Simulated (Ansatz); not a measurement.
# ZnS (F-43m): refractive index against wavelength

The refractive index of ZnS (F-43m) below the direct gap (2.11 eV on the mesh) is read from one computed spectrum, n = √(Re ε).

Cell: a, b, c = 3.821, 3.821, 3.821 Å (primitive vectors), 2 atoms.

Method: Ansatz 0.2.0, PBE, independent particles, k-mesh 12×12×12 with interpolation inside its cells, Gaussian parameter 0.2 eV.

Launch of the response step: `ansatz run input.yaml --threads 4 --pin off --max-ram 8192MiB --backend cpu --events-out ev --progress --plain --runs-dir out`. The run took 9 s, on 4 threads of Arm Neoverse V1, on a shared host.

| wavelength (nm) | photon energy E (eV) | n |
| --- | --- | --- |
| 3000 | 0.413 | 2.5176 |
| 2000 | 0.620 | 2.5254 |
| 1550 | 0.800 | 2.5350 |
| 1310 | 0.946 | 2.5450 |
| 1064 | 1.165 | 2.5639 |
| 850 | 1.459 | ? |

In the single-oscillator model n² − 1 = E₀E_d/(E₀² − E²), so 1/(n² − 1) = E₀/E_d − E²/(E₀E_d) is linear in E².

Working, on the rows shown:

| x = E² (eV²) | y = 1/(n² − 1) |
| --- | --- |
| 0.170801 | 0.187325 |
| 0.384302 | 0.185955 |
| 0.639837 | 0.18429 |
| 0.895757 | 0.182581 |
| 1.35784 | 0.179418 |

Means: x̄ = 0.68971, ȳ = 0.18391. Σ(x − x̄)(y − ȳ) = -0.005691, Σ(x − x̄)² = 0.8539. Slope = -0.005691 / 0.8539 = -0.006665; intercept = ȳ − slope · x̄ = 0.18851. Turned back into n, the line misses the rows shown by at most 0.00027.

Task: Fill in the last column of the withheld row.

Result: At x = 2.1276 the line gives y = 0.17433, that is 2.5954. The run gave 2.5987, so the extrapolation is off by 0.0033, 4 % of the range in the table.

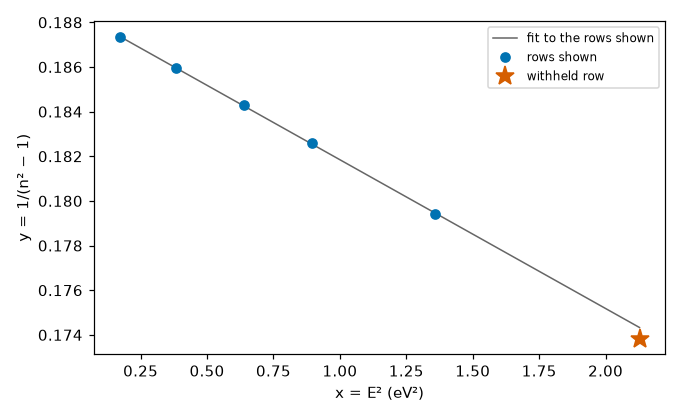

Refitted with all rows, the slope is -0.006904 and the intercept 0.18865. These give E₀ = √(intercept/−slope) = 5.23 eV and E_d = E₀/intercept = 27.7 eV; E₀ is 2.5 times the direct gap. The electronic limit at long wavelengths, without lattice vibrations, is n = √(1 + 1/intercept) = 2.510. The cell comes from an older database entry, whose edges can be off by a per cent or so. Excitons are left out and so are local fields; PBE gaps are as a rule too small.
